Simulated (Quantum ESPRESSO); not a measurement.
# Energy of N along an even scaling of the cell

System: N (P6₃/mmc, 4 atoms in the cell).
Method: Kohn-Sham DFT of a periodic cell, PBE, SSSP 1.3 efficiency PBE, no spin polarisation (Quantum ESPRESSO 7.5).

The 7 runs differ only in the geometry, by an even scaling of the cell at fixed fractional positions. The structure derives from a Materials Project entry.

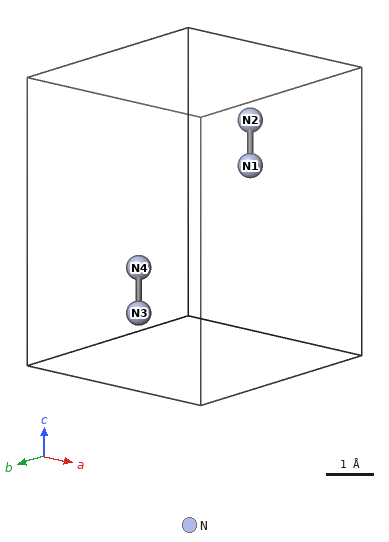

Figure 1. The structure of run 4 (ball-and-stick view of the cell of the calculation, seen at an oblique angle; atoms are numbered from 1 in the order of the input).

### The input of run 4
```
&CONTROL
  calculation = 'scf'
  prefix = 'pwscf'
  outdir = './tmp'
  pseudo_dir = './pseudo'
  tprnfor = .true.
  tstress = .true.
  disk_io = 'low'
/
&SYSTEM
  ibrav = 0
  nat = 4
  ntyp = 1
  ecutwfc = 60
  ecutrho = 480
  nbnd = 16
  occupations = 'smearing'
  smearing = 'fd'
  degauss = 0.00367493
/
&ELECTRONS
  conv_thr = 8d-10
  electron_maxstep = 120
  mixing_beta = 0.5
/
ATOMIC_SPECIES
N     14.0070 N.pbe-n-radius_5.UPF
CELL_PARAMETERS angstrom
   4.1672328106    0.0000000000    0.0000000000
  -2.0836164053    3.6089294775    0.0000000000
   0.0000000000    0.0000000000    7.0060035100
ATOMIC_POSITIONS crystal
N      0.6666666667    0.3333333333    0.6710699600
N      0.6666666667    0.3333333333    0.8289300400
N      0.3333333333    0.6666666667    0.1710699600
N      0.3333333333    0.6666666667    0.3289300400
K_POINTS automatic
7 7 4 0 0 0
```

### File pp_density.in of run 4
```
&INPUTPP
  prefix = 'pwscf'
  outdir = './tmp'
  filplot = 'density.dat'
  plot_num = 0
/
&PLOT
  nfile = 1
  filepp(1) = 'density.dat'
  iflag = 3
  output_format = 6
  fileout = 'density.cube'
/
```

### File pp_potential.in of run 4
```
&INPUTPP
  prefix = 'pwscf'
  outdir = './tmp'
  filplot = 'potential.dat'
  plot_num = 11
/
&PLOT
  nfile = 1
  filepp(1) = 'potential.dat'
  iflag = 3
  output_format = 6
  fileout = 'potential.cube'
/
```

Command:
```bash
OMP_NUM_THREADS=1 pw.x -in pw.in > pw.out
OMP_NUM_THREADS=1 pp.x -in pp_density.in > pp_density.out
OMP_NUM_THREADS=1 pp.x -in pp_potential.in > pp_potential.out
```

Run 2 has the same physical settings and fractional positions; its lattice vectors (Å) are:
```
   4.110912    0.000000    0.000000
  -2.055456    3.560154    0.000000
   0.000000    0.000000    6.911316
```

### Results, with one run withheld

```tsv
run	volume per atom (Å³)	free energy per atom, from the lowest run given (meV)	pressure (GPa)	gap on the mesh (eV)
1	24.761	21.85	4.32	7.18
2	25.288	?	?	?
3	25.814	2.58	1.28	7.09
4	26.341	0.00	−0.03	7.04
5	26.868	1.52	−1.22	6.99
6	27.395	6.78	−2.30	6.95
7	27.922	15.42	−3.27	6.90
```

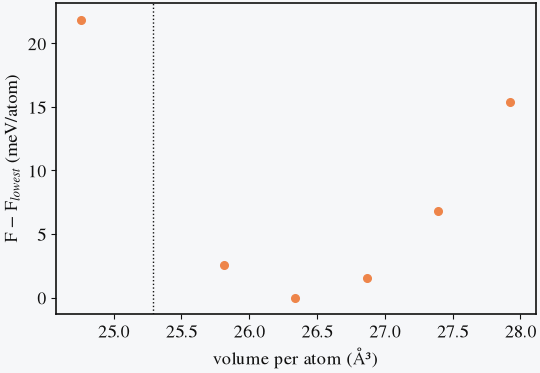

Figure 2. Free energy per atom of the runs given; the dotted line marks run 2.

Fit the runs given and predict run 2.

A cubic polynomial in V^(−2/3) (the Birch–Murnaghan form), fitted to the 6 runs given, misses them by at most 0.01 meV per atom. With x = V^(−2/3) − 0.11255 Å⁻², it reads F = 0.018843 − 427.37 x + 9.0296e+05 x² − 1.8066e+05 x³ (meV per atom). At run 2 it gives 9.70 meV per atom, and the run itself gives 9.71. The slope of the fit gives a pressure −dF/dV of 2.90 GPa there, and the run prints 2.72 GPa. The two needn't agree exactly: the fit is approximate, and the printed stress is taken on a finite basis. The fit has its minimum at 26.401 Å³ per atom, where V d²F/dV² gives 62 GPa. Cell shape and fractional positions are held, so this is the stiffness under even scaling; the relaxed bulk modulus wasn't computed and can be far lower in a crystal of layers, chains or molecules like this one. The gap on the mesh goes, without turning, from 7.18 eV in run 1 to 6.90 eV in run 7; run 2 has 7.13 eV. These are gaps of this functional on this mesh, which can miss the band edges; they aren't the measured gap.

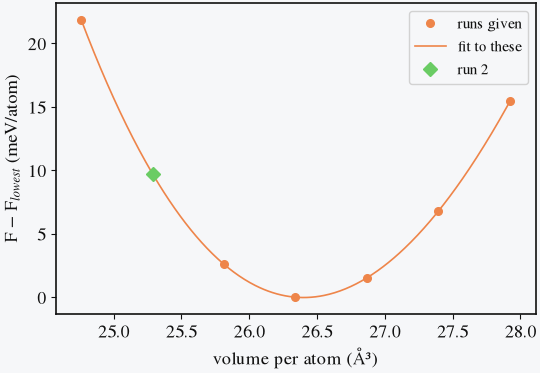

Figure 3. The fit and the withheld run.

### Some lines of the output (run 2)
```
[...]
     number of k points=    24  Fermi-Dirac smearing, width (Ry)=  0.0037
     total energy              =     -80.75115733 Ry
     total energy              =     -80.76005401 Ry
     total energy              =     -80.76704765 Ry
     total energy              =     -80.76745182 Ry
     total energy              =     -80.76747680 Ry
     total energy              =     -80.76747999 Ry
     total energy              =     -80.76748148 Ry
     total energy              =     -80.76748151 Ry
     the Fermi energy is    -0.4562 ev
!    total energy              =     -80.76748151 Ry
     The total energy is F=E-TS. E is the sum of the following terms:
     Computing stress (Cartesian axis) and pressure
          total   stress  (Ry/bohr**3)                   (kbar)     P=       27.22
```
